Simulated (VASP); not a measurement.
## SiC: GW quasiparticle gap

Aim: the quasiparticle gap of SiC, and what it costs to get it. The cell is of the wurtzite type, one of the forms listed for this formula. The start is a computed cell from the Materials Project.

Program: VASP 6.6.1. Level of theory: PBE; plane waves and PAW (Si_GW, C_GW), in the first sound run; inputs show where later runs differ. Results are calculated unless marked as measured.

**1. The structure**

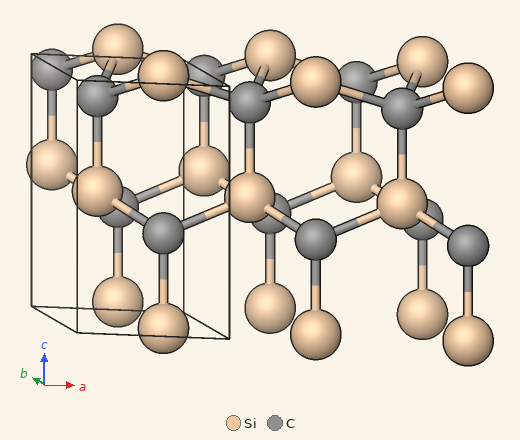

The starting structure, seen slightly off an axis (silicon light orange, carbon grey). 3×2×1 cells are drawn. Some periodic images of atoms are drawn too.

Coordinates:

```cif
data_structure
_symmetry_space_group_name_H-M 'P6_3mc'
_symmetry_Int_Tables_number 186
_cell_length_a 3.0735
_cell_length_b 3.0735
_cell_length_c 5.0452
_cell_angle_alpha 90.000
_cell_angle_beta 90.000
_cell_angle_gamma 120.000
_cell_volume 41.27
loop_
_atom_site_label
_atom_site_type_symbol
_atom_site_symmetry_multiplicity
_atom_site_Wyckoff_symbol
_atom_site_fract_x
_atom_site_fract_y
_atom_site_fract_z
_atom_site_occupancy
Si1 Si 2 b 0.33333 0.66667 0.49960 1
C1 C 2 b 0.33333 0.66667 0.87540 1
```

**2. Ground state**

The orbitals come from a self-consistent PBE run with a tight EDIFF and a narrow smearing. KPOINTS_OPT adds the bands along a path, which shows whether the mesh holds the band edges.

INCAR

```
SYSTEM = SiC
PREC = Accurate
ENCUT = 440
EDIFF = 1E-08
NELM = 100
ISMEAR = 0
SIGMA = 0.01
LREAL = .FALSE.
ALGO = Normal
GGA = PE
NBANDS = 14
LORBIT = 11
LWAVE = .TRUE.
LCHARG = .FALSE.
KPAR = 8
```

POSCAR

```
SiC
1.0
    3.0735139282      0.0000000000      0.0000000000
   -1.5367569641      2.6617411407      0.0000000000
    0.0000000000      0.0000000000      5.0452477100
Si C
2 2
Direct
    0.3333333300      0.6666666700      0.4996024000
    0.6666666700      0.3333333300      0.9996024000
    0.3333333300      0.6666666700      0.8753976000
    0.6666666700      0.3333333300      0.3753976000
```

KPOINTS

```
Automatic mesh
0
Gamma
6 6 4
0 0 0
```

KPOINTS_OPT

```
Line mode
12
Line-mode
Reciprocal
  0.00000000   0.00000000   0.00000000 GAMMA
  0.50000000   0.00000000   0.00000000 M

  0.50000000   0.00000000   0.00000000 M
  0.33333333   0.33333333   0.00000000 K

  0.33333333   0.33333333   0.00000000 K
  0.00000000   0.00000000   0.00000000 GAMMA

  0.00000000   0.00000000   0.00000000 GAMMA
  0.00000000   0.00000000   0.50000000 A

  0.00000000   0.00000000   0.50000000 A
  0.50000000   0.00000000   0.50000000 L

  0.50000000   0.00000000   0.50000000 L
  0.33333333   0.33333333   0.50000000 H

  0.33333333   0.33333333   0.50000000 H
  0.00000000   0.00000000   0.50000000 A

  0.50000000   0.00000000   0.50000000 L
  0.50000000   0.00000000   0.00000000 M

  0.33333333   0.33333333   0.00000000 K
  0.33333333   0.33333333   0.50000000 H
```

PAW data sets: Si_GW and C_GW (PBE family, release 64).

Started as:

```sh
$ mpirun -np 8 vasp_std
```

The log of the run:

```text
[banner, memory and clock lines left out]
running    8 mpi-ranks, on    1 nodes
 distrk:  each k-point on    1 cores,    8 groups
 distr:  one band on    1 cores,    1 groups

 POSCAR found type information on POSCAR SiC
 POSCAR found :  2 types and       4 ions
|                                                                             |
|           W    W    AA    RRRRR   N    N  II  N    N   GGGG   !!!           |
|           W    W   A  A   R    R  NN   N  II  NN   N  G    G  !!!           |
|           W    W  A    A  R    R  N N  N  II  N N  N  G       !!!           |
|           W WW W  AAAAAA  RRRRR   N  N N  II  N  N N  G  GGG   !            |
|           WW  WW  A    A  R   R   N   NN  II  N   NN  G    G                |
|           W    W  A    A  R    R  N    N  II  N    N   GGGG   !!!           |
|                                                                             |
|     For optimal performance we recommend to set                             |
|       NCORE = 2 up to number-of-cores-per-socket                            |
|     NCORE specifies how many cores store one orbital (NPAR=cpu/NCORE).      |
|     This setting can greatly improve the performance of VASP for DFT.       |
|     The default, NCORE=1 might be grossly inefficient on modern             |
|     multi-core architectures or massively parallel machines. Do your        |
|     Unfortunately you need to use the default for GW and RPA                |
|     calculations (for HF NCORE is supported but not extensively tested      |
|     yet).                                                                   |
|                                                                             |

 LDA part: xc-table for (Slater+PW92), standard interpolation
 POSCAR, INCAR and KPOINTS ok, starting setup
 FFT: planning ... GRIDC
 FFT: planning ... GRID_SOFT
 FFT: planning ... GRID
 WAVECAR not read
 entering main loop
       N       E                     dE             d eps       ncg     rms          rms(c)
DAV:   1     0.321626109563E+02    0.32163E+02   -0.66424E+03   702   0.922E+02
DAV:   2    -0.307912787713E+02   -0.62954E+02   -0.56591E+02   968   0.209E+02
DAV:   3    -0.337571304773E+02   -0.29659E+01   -0.29433E+01   824   0.396E+01
DAV:   4    -0.338424772312E+02   -0.85347E-01   -0.85285E-01   870   0.846E+00
DAV:   5    -0.338450677173E+02   -0.25905E-02   -0.25903E-02   864   0.134E+00    0.995E+00
DAV:   6    -0.301656011107E+02    0.36795E+01   -0.84867E+00   828   0.233E+01    0.303E+00
DAV:   7    -0.300844841381E+02    0.81117E-01   -0.12251E+00   922   0.800E+00    0.168E+00
DAV:   8    -0.300690900134E+02    0.15394E-01   -0.11543E-01   840   0.324E+00    0.422E-01
DAV:   9    -0.300625741966E+02    0.65158E-02   -0.18396E-02   868   0.110E+00    0.828E-02
DAV:  10    -0.300628198831E+02   -0.24569E-03   -0.32146E-03   942   0.418E-01    0.612E-02
DAV:  11    -0.300627733543E+02    0.46529E-04   -0.29718E-04   816   0.158E-01    0.844E-03
DAV:  12    -0.300627751332E+02   -0.17789E-05   -0.21824E-05   900   0.413E-02    0.218E-03
DAV:  13    -0.300627755081E+02   -0.37498E-06   -0.16702E-06   942   0.105E-02    0.108E-03
DAV:  14    -0.300627754798E+02    0.28373E-07   -0.11886E-07   896   0.305E-03    0.261E-04
DAV:  15    -0.300627754766E+02    0.31471E-08   -0.44390E-09   606   0.682E-04
   1 F= -.30062775E+02 E0= -.30062775E+02  d E =-.208793E-35
 Start KPOINTS_OPT (optional k-point list driver)
k-point batch [1-21\108]
       N       E                     dE             ncg
DAV:   1     0.189635600260E+04   -0.70050E+04      712
DAV:   2     0.716483080282E+03   -0.11799E+04      908
DAV:   3     0.659841419137E+03   -0.56642E+02      840
DAV:   4     0.657558235812E+03   -0.22832E+01      910
DAV:   5     0.657497731050E+03   -0.60505E-01      844
DAV:   6     0.657493094893E+03   -0.46362E-02      984
DAV:   7     0.657493043340E+03   -0.51553E-04      836
DAV:   8     0.657493040289E+03   -0.30510E-05      916
DAV:   9     0.657493040193E+03   -0.95693E-07      792
DAV:  10     0.657493040188E+03   -0.55938E-08      598
[...]
k-point batch [106-108\108]
       N       E                     dE             ncg
DAV:   1     0.114181170427E+05   -0.17496E+04      114
DAV:   2     0.112799827301E+05   -0.13813E+03      144
DAV:   3     0.112750748471E+05   -0.49079E+01      102
DAV:   4     0.112749174880E+05   -0.15736E+00      138
DAV:   5     0.112749144254E+05   -0.30626E-02      102
DAV:   6     0.112749141715E+05   -0.25384E-03      146
DAV:   7     0.112749141689E+05   -0.26450E-05      108
DAV:   8     0.112749141688E+05   -0.14112E-06      138
DAV:   9     0.112749141688E+05   -0.37689E-08      100
 writing wavefunctions
```

Wall time 5.2 s (8 MPI ranks of Intel Xeon 6975P-C (Granite Rapids), shared host); peak memory 1.2 GiB.

Lines that name or quote the potential files are left out of all logs, and their timing lines are given in words.

From OUTCAR (step 2):

```text
ion  position               nearest neighbor table
   1  0.333  0.667  0.500-   4 1.88   4 1.88   4 1.88   3 1.90   2 3.08   2 3.08   2 3.08   2 3.08
                             2 3.08   2 3.08
   2  0.667  0.333  1.000-   3 1.88   3 1.88   3 1.88   4 1.90   1 3.08   1 3.08   1 3.08   1 3.08
                             1 3.08   1 3.08
   3  0.333  0.667  0.875-   2 1.88   2 1.88   2 1.88   1 1.90
   4  0.667  0.333  0.375-   1 1.88   1 1.88   1 1.88   2 1.90

  LATTYP: Found a hexagonal cell.
 ALAT       =     3.0735139282
 C/A-ratio  =     1.6415242709

 Subroutine GETGRP returns: Found 12 space group operations
 (whereof  6 operations were pure point group operations)

The static configuration has the point symmetry C_3v.
 The point group associated with its full space group is C_6v.

 Found     21 irreducible k-points:

   k-points           NKPTS =     21   k-points in BZ     NKDIM =     21   number of bands    NBANDS=     14

   dimension x,y,z NGX =    24 NGY =   24 NGZ =   36
   dimension x,y,z NGXF=    48 NGYF=   48 NGZF=   72

   ENCUT  =  440.0 eV  32.34 Ry    5.69 a.u.   5.26  5.26  8.63*2*pi/ulx,y,z

   NELECT =      16.0000    total number of electrons

 k-points in reciprocal lattice and weights: Automatic mesh
   0.00000000  0.00000000  0.00000000       0.007
   0.16666667  0.00000000  0.00000000       0.042
   0.33333333 -0.00000000  0.00000000       0.042
   0.50000000  0.00000000  0.00000000       0.021
   0.16666667  0.16666667  0.00000000       0.042
   0.33333333  0.16666667  0.00000000       0.083
   0.33333333  0.33333333  0.00000000       0.014
   0.00000000  0.00000000  0.25000000       0.014
   0.16666667  0.00000000  0.25000000       0.083
[...]
0.33333333  0.16666667  0.50000000       0.083
   0.33333333  0.33333333  0.50000000       0.014

 average (electrostatic) potential at core
       1 -64.1399       2 -64.1399       3 -45.0750       4 -45.0750

 E-fermi :   8.0387

 k-point     1 :       0.0000    0.0000    0.0000
  band No.  band energies     occupation
    ...
      4       6.6342      2.00000
      5       6.6342      2.00000
      6       7.8386      2.00000
      7       7.9534      2.00000
      8       7.9534      2.00000
      9      12.7677      0.00000
     10      14.1718      0.00000
     11      14.6255      0.00000
     12      14.6255      0.00000
     13      15.7083      0.00000
    ...

 k-point     2 :       0.1667    0.0000    0.0000
  band No.  band energies     occupation
    ...
      4       4.4567      2.00000
      5       5.9442      2.00000
      6       6.3734      2.00000
      7       7.4786      2.00000
      8       7.6658      2.00000
      9      12.8324      0.00000
     10      14.7248      0.00000
     11      15.0681      0.00000
     12      15.2719      0.00000
     13      15.4125      0.00000
    ...

 k-point     3 :       0.3333   -0.0000    0.0000
  band No.  band energies     occupation
    ...
      4       1.7183      2.00000
      5       3.5751      2.00000
      6       4.9954      2.00000
      7       6.1122      2.00000
      8       7.0413      2.00000
      9      11.3225      0.00000
     10      12.8526      0.00000
     11      15.1580      0.00000
     12      15.4019      0.00000
     13      16.4756      0.00000
    ...

  Total        0.7476015      0.7476015      0.6557165      0.0000000     -0.0000000      0.0000000
  in kB       29.0199878     29.0199878     25.4532461      0.0000000     -0.0000000      0.0000000
  external PRESSURE =      27.8310739 kB  Pullay stress =       0.0000000 kB

  energy-cutoff  :      440.00
  volume of cell :       41.27
      direct lattice vectors                 reciprocal lattice vectors
     3.073513928  0.000000000  0.000000000     0.325360491  0.187846967  0.000000000
    -1.536756964  2.661741141  0.000000000     0.000000000  0.375693934  0.000000000
     0.000000000  0.000000000  5.045247710     0.000000000  0.000000000  0.198206324

 POSITION                                       TOTAL-FORCE (eV/Angst)
 -----------------------------------------------------------------------------------
     -0.00000      1.77449      2.52062        -0.000000      0.000000     -0.004306
      1.53676      0.88725      5.04324        -0.000000     -0.000000     -0.004306
     -0.00000      1.77449      4.41660         0.000000     -0.000000      0.004306
      1.53676      0.88725      1.89397        -0.000000      0.000000      0.004306
 -----------------------------------------------------------------------------------
    total drift:                                0.000001     -0.000000     -0.000188

  FREE ENERGIE OF THE ION-ELECTRON SYSTEM (eV)
  ---------------------------------------------------
  free  energy   TOTEN  =       -30.0627754766 eV

  energy  without entropy=      -30.0627754766  energy(sigma->0) =      -30.06277548

 total charge
# of ion       s       p       d       tot
------------------------------------------
    1        0.689   0.947   0.211   1.847
    2        0.689   0.947   0.211   1.847
    3        0.814   1.684   0.000   2.499
    4        0.814   1.684   0.000   2.499
--------------------------------------------------
tot          3.007   5.262   0.423   8.692

[... 3 further parts left out ...]
```

Numbers from this step:

* free energy (TOTEN): -30.06 eV
* Fermi energy: 8.039 eV
* pressure: 2.783 GPa
* least gap on mesh and path: 2.264 eV
* least direct gap on mesh and path: 3.971 eV

The highest empty bands on the path are converged less tightly, to about 0.1 eV. Electronic bands along the path, in eV, zero at the valence-band top; v1 is the highest filled band, c1 the lowest empty one:

| point | v4 | v3 | v2 | v1 | c1 | c2 | c3 | c4 |
| --- | --- | --- | --- | --- | --- | --- | --- | --- |
| Γ | -1.32 | -0.11 | 0.00 | 0.00 | 4.81 | 6.22 | 6.67 | 6.67 |
| M | -5.45 | -3.33 | -3.30 | -1.20 | 2.77 | 4.22 | 6.89 | 7.13 |
| K | -6.27 | -4.05 | -4.05 | -3.84 | 2.26 | 8.17 | 8.85 | 8.85 |
| Γ | -1.32 | -0.11 | 0.00 | 0.00 | 4.81 | 6.22 | 6.67 | 6.67 |
| A | -0.71 | -0.71 | -0.71 | -0.71 | 5.91 | 5.91 | 7.35 | 7.35 |
| L | -2.45 | -2.45 | -2.34 | -2.34 | 3.28 | 3.28 | 5.26 | 5.26 |
| H | -5.65 | -5.65 | -1.74 | -1.74 | 5.07 | 5.07 | 6.02 | 6.02 |
| A | -0.71 | -0.71 | -0.71 | -0.71 | 5.91 | 5.91 | 7.35 | 7.35 |
| jump to L | -2.45 | -2.45 | -2.34 | -2.34 | 3.28 | 3.28 | 5.26 | 5.26 |
| M | -5.45 | -3.33 | -3.30 | -1.20 | 2.77 | 4.22 | 6.89 | 7.13 |
| jump to K | -6.27 | -4.05 | -4.05 | -3.84 | 2.26 | 8.17 | 8.85 | 8.85 |
| H | -5.65 | -5.65 | -1.74 | -1.74 | 5.07 | 5.07 | 6.02 | 6.02 |

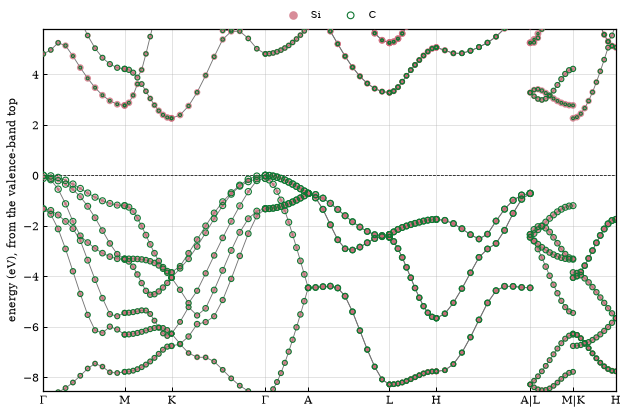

Electronic bands along the path; dots are coloured as in the legend, and their area grows with the weight.

The cell has a gap of 2.26 eV on mesh and path and a pressure of +2.8 GPa, which holds the misfit of the given cell and coordinates with this functional, and any error of cutoff, mesh and data sets.

**3. Empty bands**

ALGO = Exact makes the empty bands from the converged ground state in one step. LOPTICS writes the k-derivatives of the orbitals (WAVEDER), which give the long-wavelength limit of the screening.

INCAR

```
SYSTEM = SiC
PREC = Accurate
ENCUT = 440
ISMEAR = 0
SIGMA = 0.01
LREAL = .FALSE.
GGA = PE
NBANDS = 96
ALGO = Exact
NELM = 1
LWAVE = .TRUE.
LCHARG = .FALSE.
LOPTICS = .TRUE.
NEDOS = 1000
CSHIFT = 0.1
```

POSCAR is that of step 2.

KPOINTS is that of step 2.

Started as:

```sh
$ mpirun -np 8 vasp_std
```

The log of the run:

```text
[banner, memory and clock lines left out]
running    8 mpi-ranks, on    1 nodes
 distrk:  each k-point on    8 cores,    1 groups
 distr:  one band on    1 cores,    8 groups

 POSCAR found type information on POSCAR SiC
 POSCAR found :  2 types and       4 ions
 [... a notice as in an earlier step ...]

 LDA part: xc-table for (Slater+PW92), standard interpolation
 found WAVECAR, reading the header
  number of bands has changed, file:    14 present:    96
  trying to continue reading WAVECAR, but it might fail
 POSCAR, INCAR and KPOINTS ok, starting setup
 FFT: planning ... GRIDC
 FFT: planning ... GRID_SOFT
 FFT: planning ... GRID
 reading WAVECAR
 random initialization beyond band           14
 the WAVECAR file was read successfully
 initial charge from wavefunction
 entering main loop
       N       E                     dE             d eps       ncg     rms          rms(c)
DIA:   1    -0.300627754583E+02   -0.30063E+02    0.00000E+00     0   0.000E+00
   1 F= -.30062775E+02 E0= -.30062775E+02  d E =-.380664E-64
 writing wavefunctions
 optical routines
 imaginary and real dielectric function
 recalculating local potential from charge density
 direction            1
 direction            2
 direction            3
```

Wall time 5.8 s (8 MPI ranks); peak memory 1.3 GiB; 33 s of CPU time.

From OUTCAR (step 3):

```text
 Found     21 irreducible k-points:

   k-points           NKPTS =     21   k-points in BZ     NKDIM =     21   number of bands    NBANDS=     96

   NELECT =      16.0000    total number of electrons

 E-fermi :   8.0713

 k-point     1 :       0.0000    0.0000    0.0000
  band No.  band energies     occupation
    ...
      4       6.6342      2.00000
      5       6.6342      2.00000
      6       7.8386      2.00000
      7       7.9535      2.00000
      8       7.9535      2.00000
      9      12.7678      0.00000
     10      14.1719      0.00000
     11      14.6254      0.00000
     12      14.6254      0.00000
     13      15.7083      0.00000
    ...

 k-point     2 :       0.1667    0.0000    0.0000
  band No.  band energies     occupation
    ...
      4       4.4567      2.00000
      5       5.9442      2.00000
      6       6.3734      2.00000
      7       7.4786      2.00000
      8       7.6659      2.00000
      9      12.8324      0.00000
     10      14.7248      0.00000
     11      15.0681      0.00000
     12      15.2719      0.00000
     13      15.4125      0.00000
    ...

  Total        0.7472421      0.7472421      0.6553811      0.0000000     -0.0000000      0.0000000
  in kB       29.0060390     29.0060390     25.4402271      0.0000000     -0.0000000      0.0000000
  external PRESSURE =      27.8174350 kB  Pullay stress =       0.0000000 kB

 POSITION                                       TOTAL-FORCE (eV/Angst)
 -----------------------------------------------------------------------------------
     -0.00000      1.77449      2.52062         0.000000      0.000000     -0.004300
      1.53676      0.88725      5.04324        -0.000000      0.000000     -0.004300
     -0.00000      1.77449      4.41660         0.000000     -0.000000      0.004300
      1.53676      0.88725      1.89397        -0.000000     -0.000000      0.004300
 -----------------------------------------------------------------------------------
    total drift:                                0.000001     -0.000000     -0.000189

  FREE ENERGIE OF THE ION-ELECTRON SYSTEM (eV)
  ---------------------------------------------------
  free  energy   TOTEN  =       -30.0627754583 eV

  energy  without entropy=      -30.0627754583  energy(sigma->0) =      -30.06277546

 plasma frequency squared (from intraband transitions) (eV^2)
  --------------------------------------------------------------------------------------
       0.000       0.000       0.000
       0.000       0.000       0.000
       0.000       0.000       0.000

[... 8 parts as in an earlier step ...]

[... 5 further parts left out ...]
```

WAVECAR now holds 96 bands for 16 electrons. Its independent-particle dielectric tensor has xx, yy, zz = 7.6, 7.6, 7.4 on this mesh, which isn't tested for convergence in mesh or bands and lacks local fields.

(Continued in part 2 of 3.)

[Lines on the potential files, build, host, timing and source positions are cut from VASP's logs without a mark.]

[Logs are printed without paths, hosts, clocks, repeated set-up lines and the standing remarks that a program may print on its own settings, such as how far it seeks lower states.]

[Hosts, paths, dates, database ids (printed as entryN), source tags and the programs' standing remarks are cut or masked in the printed files.]

[Pressures printed for these runs are not shown converged in the cutoff: they can be off by several GPa and have the wrong sign.]
